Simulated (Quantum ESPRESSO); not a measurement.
## TiO2: band-structure run (part 1 of 2)

System: TiO2 (P4₂/mnm, 6 atoms in the cell).
Method: Kohn-Sham DFT of a periodic cell, PBEsol, GBRV 1.5 PBEsol, no spin polarisation (Quantum ESPRESSO 7.5).

The structure derives from a Materials Project entry.

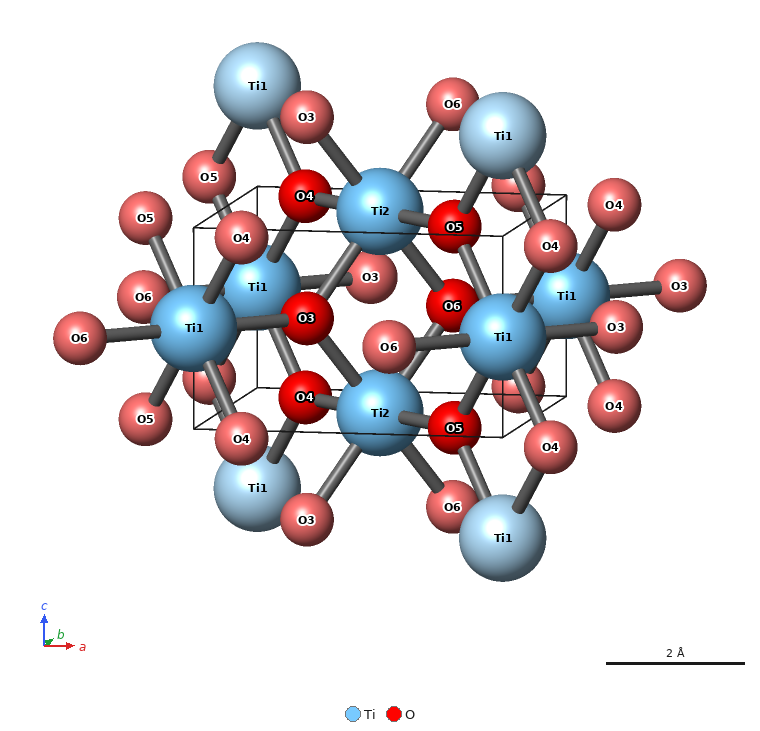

Fig. 1: The structure (ball-and-stick view of the cell of the calculation, seen slightly off an axis; neighbours outside the cell are drawn fainter; atoms are numbered from 1 in the order of the input). An atom can appear more than once, as a periodic image. Near neighbours in the periodic cell (some may lie outside the picture): Ti has 6 O at 1.95 to 1.98 Å; O has 3 Ti at 1.95 to 1.98 Å.

The input:
```
&CONTROL
  calculation = 'scf'
  prefix = 'pwscf'
  outdir = './tmp'
  pseudo_dir = './pseudo'
  tprnfor = .true.
  tstress = .true.
  disk_io = 'low'
/
&SYSTEM
  ibrav = 0
  celldm(1) = 8
  nat = 6
  ntyp = 2
  ecutwfc = 45
  ecutrho = 360
  nbnd = 33
  occupations = 'smearing'
  smearing = 'fd'
  degauss = 0.00367493
/
&ELECTRONS
  conv_thr = 1.2d-09
  electron_maxstep = 120
  mixing_beta = 0.5
/
ATOMIC_SPECIES
Ti    47.8670 ti_pbesol_v1.4.uspp.F.UPF
O     15.9990 o_pbesol_v1.2.uspp.F.UPF
CELL_PARAMETERS alat
  1.0865540950003   0.0000000000000   0.0000000000000
  0.0000000000000   1.0865540950003   0.0000000000000
  0.0000000000000   0.0000000000000   0.6990128965849
ATOMIC_POSITIONS crystal
Ti     0.0000000000    0.0000000000    0.5000000000
Ti     0.5000000000    0.5000000000    0.0000000000
O      0.3043213200    0.3043213200    0.5000000000
O      0.1956786800    0.8043213200    0.0000000000
O      0.8043213200    0.1956786800    0.0000000000
O      0.6956786800    0.6956786800    0.5000000000
K_POINTS automatic
6 6 9 0 0 0
```

File bands.in:
```
&CONTROL
  calculation = 'bands'
  prefix = 'pwscf'
  outdir = './tmp'
  pseudo_dir = './pseudo'
  disk_io = 'low'
  verbosity = 'high'
/
&SYSTEM
  ibrav = 0
  celldm(1) = 8
  nat = 6
  ntyp = 2
  ecutwfc = 45
  ecutrho = 360
  nbnd = 33
  occupations = 'smearing'
  smearing = 'fd'
  degauss = 0.00367493
/
&ELECTRONS
  conv_thr = 1d-08
  electron_maxstep = 120
  mixing_beta = 0.5
  diago_full_acc = .true.
  startingwfc = 'random'
/
ATOMIC_SPECIES
Ti    47.8670 ti_pbesol_v1.4.uspp.F.UPF
O     15.9990 o_pbesol_v1.2.uspp.F.UPF
CELL_PARAMETERS alat
  1.0865540950003   0.0000000000000   0.0000000000000
  0.0000000000000   1.0865540950003   0.0000000000000
  0.0000000000000   0.0000000000000   0.6990128965849
ATOMIC_POSITIONS crystal
Ti     0.0000000000    0.0000000000    0.5000000000
Ti     0.5000000000    0.5000000000    0.0000000000
O      0.3043213200    0.3043213200    0.5000000000
O      0.1956786800    0.8043213200    0.0000000000
O      0.8043213200    0.1956786800    0.0000000000
O      0.6956786800    0.6956786800    0.5000000000
K_POINTS crystal
60
 0.0000000000  0.0000000000  0.0000000000 1
 0.0000000000  0.1250000000  0.0000000000 1
 0.0000000000  0.2500000000  0.0000000000 1
 0.0000000000  0.3750000000  0.0000000000 1
 0.0000000000  0.5000000000  0.0000000000 1
 0.1250000000  0.5000000000  0.0000000000 1
 0.2500000000  0.5000000000  0.0000000000 1
 0.3750000000  0.5000000000  0.0000000000 1
 0.5000000000  0.5000000000  0.0000000000 1
 0.4285714286  0.4285714286  0.0000000000 1
 0.3571428571  0.3571428571  0.0000000000 1
 0.2857142857  0.2857142857  0.0000000000 1
 0.2142857143  0.2142857143  0.0000000000 1
 0.1428571429  0.1428571429  0.0000000000 1
 0.0714285714  0.0714285714  0.0000000000 1
 0.0000000000  0.0000000000  0.0000000000 1
 0.0000000000  0.0000000000  0.0625000000 1
 0.0000000000  0.0000000000  0.1250000000 1
 0.0000000000  0.0000000000  0.1875000000 1
 0.0000000000  0.0000000000  0.2500000000 1
 0.0000000000  0.0000000000  0.3125000000 1
 0.0000000000  0.0000000000  0.3750000000 1
 0.0000000000  0.0000000000  0.4375000000 1
 0.0000000000  0.0000000000  0.5000000000 1
 0.0000000000  0.1000000000  0.5000000000 1
 0.0000000000  0.2000000000  0.5000000000 1
 0.0000000000  0.3000000000  0.5000000000 1
 0.0000000000  0.4000000000  0.5000000000 1
 0.0000000000  0.5000000000  0.5000000000 1
 0.1000000000  0.5000000000  0.5000000000 1
 0.2000000000  0.5000000000  0.5000000000 1
 0.3000000000  0.5000000000  0.5000000000 1
 0.4000000000  0.5000000000  0.5000000000 1
 0.5000000000  0.5000000000  0.5000000000 1
 0.4285714286  0.4285714286  0.5000000000 1
 0.3571428571  0.3571428571  0.5000000000 1
 0.2857142857  0.2857142857  0.5000000000 1
 0.2142857143  0.2142857143  0.5000000000 1
 0.1428571429  0.1428571429  0.5000000000 1
 0.0714285714  0.0714285714  0.5000000000 1
 0.0000000000  0.0000000000  0.5000000000 1
 0.0000000000  0.5000000000  0.0000000000 1
 0.0000000000  0.5000000000  0.0555555556 1
 0.0000000000  0.5000000000  0.1111111111 1
 0.0000000000  0.5000000000  0.1666666667 1
 0.0000000000  0.5000000000  0.2222222222 1
 0.0000000000  0.5000000000  0.2777777778 1
 0.0000000000  0.5000000000  0.3333333333 1
 0.0000000000  0.5000000000  0.3888888889 1
 0.0000000000  0.5000000000  0.4444444444 1
 0.0000000000  0.5000000000  0.5000000000 1
 0.5000000000  0.5000000000  0.0000000000 1
 0.5000000000  0.5000000000  0.0625000000 1
 0.5000000000  0.5000000000  0.1250000000 1
 0.5000000000  0.5000000000  0.1875000000 1
 0.5000000000  0.5000000000  0.2500000000 1
 0.5000000000  0.5000000000  0.3125000000 1
 0.5000000000  0.5000000000  0.3750000000 1
 0.5000000000  0.5000000000  0.4375000000 1
 0.5000000000  0.5000000000  0.5000000000 1
```

Machine: 2 threads of Intel Xeon (Sapphire Rapids), 16 GiB of memory available, shared host.

Launch command:
```bash
OMP_NUM_THREADS=1 mpirun -n 2 pw.x -nk 2 -in pw.in > pw.out
OMP_NUM_THREADS=1 mpirun -n 2 pw.x -nk 2 -in bands.in > bands.out
```

Log:
```
This program is part of the open-source Quantum ESPRESSO suite
     for quantum simulation of materials; please cite
         "P. Giannozzi et al., J. Phys.:Condens. Matter 21 395502 (2009);
         "P. Giannozzi et al., J. Phys.:Condens. Matter 29 465901 (2017);
         "P. Giannozzi et al., J. Chem. Phys. 152 154105 (2020);
          URL
     in publications or presentations arising from this work. More details at

     Message from routine setup:
     using ibrav=0 with symmetry is DISCOURAGED, use correct ibrav instead

     K-points division:     npool     =       2
     Subspace diagonalization in iterative solution of the eigenvalue problem:
     a serial algorithm will be used

     G-vector sticks info
     --------------------
     sticks:   dense  smooth     PW     G-vecs:    dense   smooth      PW
     Sum        2177    1085    333                48777    17227    2929

     Using Slab Decomposition

     bravais-lattice index     =            0
     lattice parameter (alat)  =       8.0000  a.u.
     unit-cell volume          =     422.5303 (a.u.)^3
     number of atoms/cell      =            6
     number of atomic types    =            2
     number of electrons       =        48.00
     number of Kohn-Sham states=           33
     kinetic-energy cutoff     =      45.0000  Ry
     charge density cutoff     =     360.0000  Ry
     scf convergence threshold =      1.2E-09
     mixing beta               =       0.5000
     number of iterations used =            8  plain     mixing
     Exchange-correlation= SLA  PW   PSX  PSC
                           (   1   4  10   8   0   0   0)

     celldm(1)=   8.000000  celldm(2)=   0.000000  celldm(3)=   0.000000
     celldm(4)=   0.000000  celldm(5)=   0.000000  celldm(6)=   0.000000

     crystal axes: (cart. coord. in units of alat)
               a(1) = (   1.086554   0.000000   0.000000 )
               a(2) = (   0.000000   1.086554   0.000000 )
               a(3) = (   0.000000   0.000000   0.699013 )

     reciprocal axes: (cart. coord. in units 2 pi/alat)
               b(1) = (  0.920341  0.000000  0.000000 )
               b(2) = (  0.000000  0.920341  0.000000 )
               b(3) = (  0.000000  0.000000  1.430589 )

     PseudoPot. # 1 for Ti read from file:
     ti_pbesol_v1.4.uspp.F.UPF
     Pseudo is Ultrasoft + core correction, Zval = 12.0
     Generated by new atomic code, or converted to UPF format
     Using radial grid of  851 points,  6 beta functions with:
                l(1) =   0
                l(2) =   0
                l(3) =   1
                l(4) =   1
                l(5) =   2
                l(6) =   2
     Q(r) pseudized with  6 coefficients,  rinner =    1.000   1.000   1.000
                                                       1.000   1.000

     PseudoPot. # 2 for O  read from file:
     o_pbesol_v1.2.uspp.F.UPF
     Pseudo is Ultrasoft + core correction, Zval =  6.0
     Generated by new atomic code, or converted to UPF format
     Using radial grid of  737 points,  5 beta functions with:
                l(1) =   0
                l(2) =   0
                l(3) =   1
                l(4) =   1
                l(5) =   2
     Q(r) pseudized with  8 coefficients,  rinner =    0.900   0.900   0.900
                                                       0.900   0.900

     atomic species   valence    mass     pseudopotential
     Ti               12.00    47.86700     Ti( 1.00)
     O                 6.00    15.99900     O ( 1.00)

     16 Sym. Ops., with inversion, found ( 8 have fractional translation)

   Cartesian axes

     site n.     atom                  positions (alat units)
         1        Ti     tau(   1) = (   0.0000000   0.0000000   0.3495064  )
         2        Ti     tau(   2) = (   0.5432770   0.5432770   0.0000000  )
         3        O      tau(   3) = (   0.3306616   0.3306616   0.3495064  )
         4        O      tau(   4) = (   0.2126155   0.8739386   0.0000000  )
         5        O      tau(   5) = (   0.8739386   0.2126155   0.0000000  )
         6        O      tau(   6) = (   0.7558925   0.7558925   0.3495064  )

     number of k points=    50  Fermi-Dirac smearing, width (Ry)=  0.0037
                       cart. coord. in units 2pi/alat
        k(    1) = (   0.0000000   0.0000000   0.0000000), wk =   0.0061728
        k(    2) = (   0.0000000   0.0000000   0.1589543), wk =   0.0123457
        k(    3) = (   0.0000000   0.0000000   0.3179086), wk =   0.0123457
        k(    4) = (   0.0000000   0.0000000   0.4768629), wk =   0.0123457
        k(    5) = (   0.0000000   0.0000000   0.6358172), wk =   0.0123457
        k(    6) = (   0.0000000   0.1533901   0.0000000), wk =   0.0246914
        k(    7) = (   0.0000000   0.1533901   0.1589543), wk =   0.0493827
        k(    8) = (   0.0000000   0.1533901   0.3179086), wk =   0.0493827
        k(    9) = (   0.0000000   0.1533901   0.4768629), wk =   0.0493827
        k(   10) = (   0.0000000   0.1533901   0.6358172), wk =   0.0493827
        k(   11) = (   0.0000000   0.3067802   0.0000000), wk =   0.0246914
        k(   12) = (   0.0000000   0.3067802   0.1589543), wk =   0.0493827
        k(   13) = (   0.0000000   0.3067802   0.3179086), wk =   0.0493827
        k(   14) = (   0.0000000   0.3067802   0.4768629), wk =   0.0493827
        k(   15) = (   0.0000000   0.3067802   0.6358172), wk =   0.0493827
        k(   16) = (   0.0000000  -0.4601704   0.0000000), wk =   0.0123457
        k(   17) = (   0.0000000  -0.4601704   0.1589543), wk =   0.0246914
        k(   18) = (   0.0000000  -0.4601704   0.3179086), wk =   0.0246914
        k(   19) = (   0.0000000  -0.4601704   0.4768629), wk =   0.0246914
        k(   20) = (   0.0000000  -0.4601704   0.6358172), wk =   0.0246914
        k(   21) = (   0.1533901   0.1533901   0.0000000), wk =   0.0246914
        k(   22) = (   0.1533901   0.1533901   0.1589543), wk =   0.0493827
        k(   23) = (   0.1533901   0.1533901   0.3179086), wk =   0.0493827
        k(   24) = (   0.1533901   0.1533901   0.4768629), wk =   0.0493827
        k(   25) = (   0.1533901   0.1533901   0.6358172), wk =   0.0493827
        k(   26) = (   0.1533901   0.3067802   0.0000000), wk =   0.0493827
        k(   27) = (   0.1533901   0.3067802   0.1589543), wk =   0.0987654
        k(   28) = (   0.1533901   0.3067802   0.3179086), wk =   0.0987654
        k(   29) = (   0.1533901   0.3067802   0.4768629), wk =   0.0987654
        k(   30) = (   0.1533901   0.3067802   0.6358172), wk =   0.0987654
        k(   31) = (   0.1533901  -0.4601704   0.0000000), wk =   0.0246914
        k(   32) = (   0.1533901  -0.4601704   0.1589543), wk =   0.0493827
        k(   33) = (   0.1533901  -0.4601704   0.3179086), wk =   0.0493827
        k(   34) = (   0.1533901  -0.4601704   0.4768629), wk =   0.0493827
        k(   35) = (   0.1533901  -0.4601704   0.6358172), wk =   0.0493827
        k(   36) = (   0.3067802   0.3067802   0.0000000), wk =   0.0246914
        k(   37) = (   0.3067802   0.3067802   0.1589543), wk =   0.0493827
        k(   38) = (   0.3067802   0.3067802   0.3179086), wk =   0.0493827
        k(   39) = (   0.3067802   0.3067802   0.4768629), wk =   0.0493827
        k(   40) = (   0.3067802   0.3067802   0.6358172), wk =   0.0493827
        k(   41) = (   0.3067802  -0.4601704   0.0000000), wk =   0.0246914
        k(   42) = (   0.3067802  -0.4601704   0.1589543), wk =   0.0493827
        k(   43) = (   0.3067802  -0.4601704   0.3179086), wk =   0.0493827
        k(   44) = (   0.3067802  -0.4601704   0.4768629), wk =   0.0493827
        k(   45) = (   0.3067802  -0.4601704   0.6358172), wk =   0.0493827
        k(   46) = (  -0.4601704  -0.4601704   0.0000000), wk =   0.0061728
        k(   47) = (  -0.4601704  -0.4601704   0.1589543), wk =   0.0123457
        k(   48) = (  -0.4601704  -0.4601704   0.3179086), wk =   0.0123457
        k(   49) = (  -0.4601704  -0.4601704   0.4768629), wk =   0.0123457
        k(   50) = (  -0.4601704  -0.4601704   0.6358172), wk =   0.0123457

     Dense  grid:    48777 G-vectors     FFT dimensions: (  54,  54,  36)

     Smooth grid:    17227 G-vectors     FFT dimensions: (  40,  40,  24)

     Check: negative core charge=   -0.000012

     Initial potential from superposition of free atoms

     starting charge      45.9999, renormalised to      48.0000

     negative rho (up, down):  1.720E-03 0.000E+00
     Starting wfcs are   36 randomized atomic wfcs

     Self-consistent Calculation

     iteration #  1     ecut=    45.00 Ry     beta= 0.50
     Davidson diagonalization with overlap
     ethr =  1.00E-02,  avg # of iterations =  2.0

     negative rho (up, down):  2.268E-03 0.000E+00

     total energy              =    -367.49592553 Ry
     estimated scf accuracy    <       1.15399807 Ry

     iteration #  2     ecut=    45.00 Ry     beta= 0.50
     Davidson diagonalization with overlap
     ethr =  2.40E-03,  avg # of iterations =  4.0

     negative rho (up, down):  1.627E-03 0.000E+00

     total energy              =    -367.09712079 Ry
     estimated scf accuracy    <       4.97294082 Ry

     iteration #  3     ecut=    45.00 Ry     beta= 0.50
     Davidson diagonalization with overlap
     ethr =  2.40E-03,  avg # of iterations =  3.7

     negative rho (up, down):  1.640E-03 0.000E+00

     total energy              =    -367.96713666 Ry
     estimated scf accuracy    <       0.18245780 Ry

     iteration #  4     ecut=    45.00 Ry     beta= 0.50
     Davidson diagonalization with overlap
     ethr =  3.80E-04,  avg # of iterations =  1.8

     negative rho (up, down):  1.644E-03 0.000E+00

     total energy              =    -367.98513813 Ry
     estimated scf accuracy    <       0.00867508 Ry

     iteration #  5     ecut=    45.00 Ry     beta= 0.50
     Davidson diagonalization with overlap
     ethr =  1.81E-05,  avg # of iterations =  3.9

     negative rho (up, down):  1.648E-03 0.000E+00

     total energy              =    -367.98708813 Ry
     estimated scf accuracy    <       0.00032352 Ry

     iteration #  6     ecut=    45.00 Ry     beta= 0.50
     Davidson diagonalization with overlap
     ethr =  6.74E-07,  avg # of iterations =  2.3

     negative rho (up, down):  1.649E-03 0.000E+00

     total energy              =    -367.98711105 Ry
     estimated scf accuracy    <       0.00000387 Ry

     iteration #  7     ecut=    45.00 Ry     beta= 0.50
     Davidson diagonalization with overlap
     ethr =  8.06E-09,  avg # of iterations =  2.5

     negative rho (up, down):  1.649E-03 0.000E+00

     total energy              =    -367.98711038 Ry
     estimated scf accuracy    <       0.00001003 Ry

     iteration #  8     ecut=    45.00 Ry     beta= 0.50
     Davidson diagonalization with overlap
     ethr =  8.06E-09,  avg # of iterations =  3.7

     negative rho (up, down):  1.649E-03 0.000E+00

     total energy              =    -367.98711254 Ry
     estimated scf accuracy    <       0.00000059 Ry

     iteration #  9     ecut=    45.00 Ry     beta= 0.50
     Davidson diagonalization with overlap
     ethr =  1.23E-09,  avg # of iterations =  1.7

     negative rho (up, down):  1.649E-03 0.000E+00

     total energy              =    -367.98711257 Ry
     estimated scf accuracy    <       0.00000006 Ry

     iteration # 10     ecut=    45.00 Ry     beta= 0.50
     Davidson diagonalization with overlap
     ethr =  1.28E-10,  avg # of iterations =  3.5

     negative rho (up, down):  1.649E-03 0.000E+00

     total energy              =    -367.98711258 Ry
     estimated scf accuracy    <          3.5E-09 Ry

     iteration # 11     ecut=    45.00 Ry     beta= 0.50
     Davidson diagonalization with overlap
     ethr =  7.29E-12,  avg # of iterations =  2.1

     negative rho (up, down):  1.649E-03 0.000E+00

     End of self-consistent calculation

          k = 0.0000 0.0000 0.0000 (  2127 PWs)   bands (ev):

   -47.6524 -47.6352 -24.0867 -24.0867 -23.9198 -23.9198 -23.8805 -23.8445
    -9.1320  -7.9285  -7.1854  -7.1854   3.1446   3.5958   3.9891   5.1534
     5.1534   6.3920   6.3920   6.9812   8.2736   8.5230   8.5230   8.9846
    10.8135  11.0900  11.3585  11.4576  11.4576  13.4022  13.5653  15.6122
    15.6122

          k = 0.0000 0.0000 0.1590 (  2148 PWs)   bands (ev):

   -47.6470 -47.6308 -24.0728 -24.0728 -23.9347 -23.9173 -23.9173 -23.9017
    -9.0010  -7.8543  -7.2464  -7.2464   3.3258   3.7323   4.1321   5.0012
     5.0012   6.6037   6.6556   6.6556   7.7547   8.2714   8.2714   8.9224
    11.1227  11.2151  11.2767  11.6190  11.6190  13.4646  13.5876  15.4199
    15.4199

          k = 0.0000 0.0000 0.3179 (  2172 PWs)   bands (ev):

   -47.6332 -47.6199 -24.0695 -24.0442 -24.0362 -24.0362 -23.9120 -23.9120
    -8.6507  -7.6811  -7.4001  -7.4001   3.8073   4.0798   4.5526   4.8491
     4.8491   5.8120   6.7472   7.0922   7.0922   7.6561   7.6561   8.6312
    11.1797  11.4401  11.6602  11.9923  11.9923  13.1741  13.9892  15.1192
    15.1192

          k = 0.0000 0.0000 0.4769 (  2168 PWs)   bands (ev):

   -47.6168 -47.6081 -24.2183 -24.2028 -23.9902 -23.9902 -23.9100 -23.9100
    -8.1949  -7.5740  -7.5740  -7.5326   4.3525   4.4350   4.9155   4.9155
     5.1640   5.2228   5.8544   6.9189   6.9189   7.3962   7.3962   7.9738
    11.3144  11.6806  12.1080  12.3770  12.3770  12.7326  14.3165  14.9997
    14.9997

          k = 0.0000 0.0000 0.6358 (  2164 PWs)   bands (ev):

   -47.6047 -47.6016 -24.3114 -24.3062 -23.9512 -23.9512 -23.9174 -23.9174
    -7.7821  -7.6869  -7.6869  -7.5445   4.4511   4.4926   5.1505   5.1505
     5.2007   5.4247   6.0887   6.3111   6.3111   7.0567   7.5263   7.5263
    11.6975  11.9856  12.2089  12.2365  12.6054  12.6054  14.4545  14.6254
    15.0262

          k = 0.0000 0.1534 0.0000 (  2137 PWs)   bands (ev):

   -47.6513 -47.6363 -24.0777 -24.0768 -23.9308 -23.9299 -23.8780 -23.8469
    -9.0324  -7.9341  -7.2845  -7.2235   3.3267   3.7065   4.1721   5.1646
     5.1729   6.2196   6.3465   6.9945   8.0243   8.0932   8.3008   8.8820
    10.9658  11.2843  11.5620  11.5688  11.6141  13.4162  13.6193  15.5168
    15.5372

          k = 0.0000 0.1534 0.1590 (  2144 PWs)   bands (ev):
```
